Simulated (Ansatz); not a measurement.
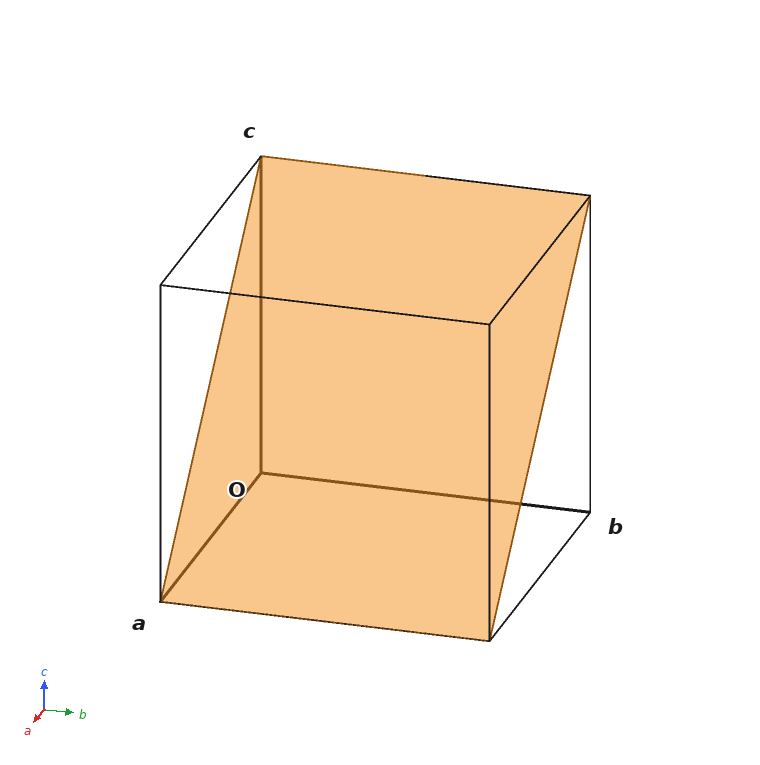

For Ni, coordinates from a relaxation with Ansatz, DFT, PBEsol, plane waves (420 eV) with PAW, scalar-relativistic; the starting structure was generated, so it need not be a known form of this composition: every member of one family of equally spaced planes, hx + ky + lz = a whole number, that cuts the unit cell is shaded (one member passes through the origin O, touching the cell only at an edge or corner). All values are computed from the atomic coordinates in the standard setting (tolerance 0.002 Å).

a = 2.288 Å, b = 2.288 Å, c = 2.288 Å, α = 90.00°, β = 90.00°, γ = 90.00°.

**What are the Miller indices?**

(1 0 1); the opposite sign names the same planes. The member next to the origin meets the axes a at 1, b never, c at 1.

**What is the spacing?**

d = 1.618 Å.

**The space group is Pm-3m (No. 221). How many reflections hkl are equivalent to this one (itself included), and does it occur?**

12 reflections are equivalent in the Laue class m-3m. The space group allows the reflection.
